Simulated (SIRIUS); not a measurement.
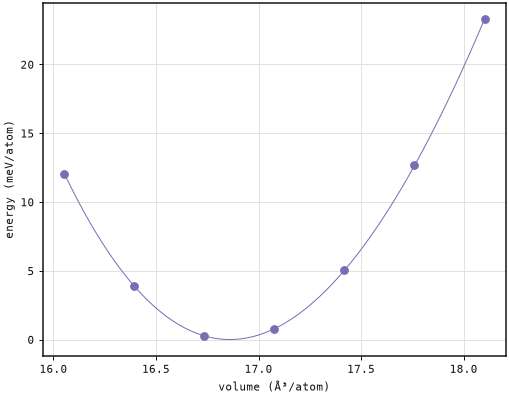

The plot gives the computed energy against volume for ScAl₃, space group Pm-3m (No. 221).

Cell as given: a = 4.088 Å, b = 4.088 Å, c = 4.088 Å, α = 90.00°, β = 90.00°, γ = 90.00°; 4 atoms.

Method: all-electron LAPW DFT, no spin polarisation; energies at scaled volumes of the given cell, shape and fractions fixed, counted from the fit's minimum, third-order Birch-Murnaghan fit (SIRIUS 7.12.0). Level: PBEsol.

k mesh 7×7×7; occupations Fermi–Dirac; smearing width 0.05 eV; potentials all electron FP LAPW; program settings basis apw+lo standard, gk cutoff 3.67 1/bohr, pw cutoff 20 1/bohr.

This calculation gives: equilibrium volume 16.86 Å³/atom and bulk modulus 92.1 GPa.

Now the level changes from PBEsol to LDA. What happens?

The equilibrium volume falls from 16.86 to 16.37 Å³/atom (−2.9 %) and the bulk modulus rises from 92.1 to 97.0 GPa (+5.3 %).

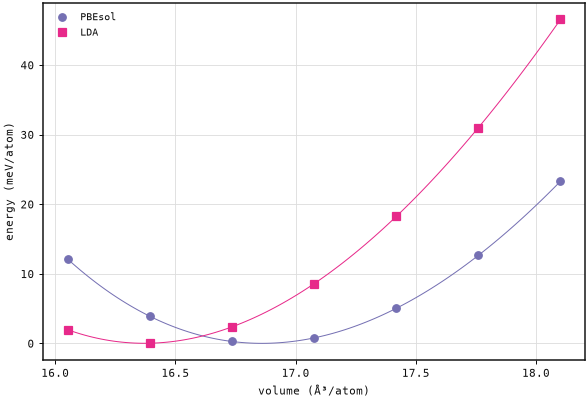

The two results together.

V0 and the bulk modulus come from third-order Birch–Murnaghan fits.
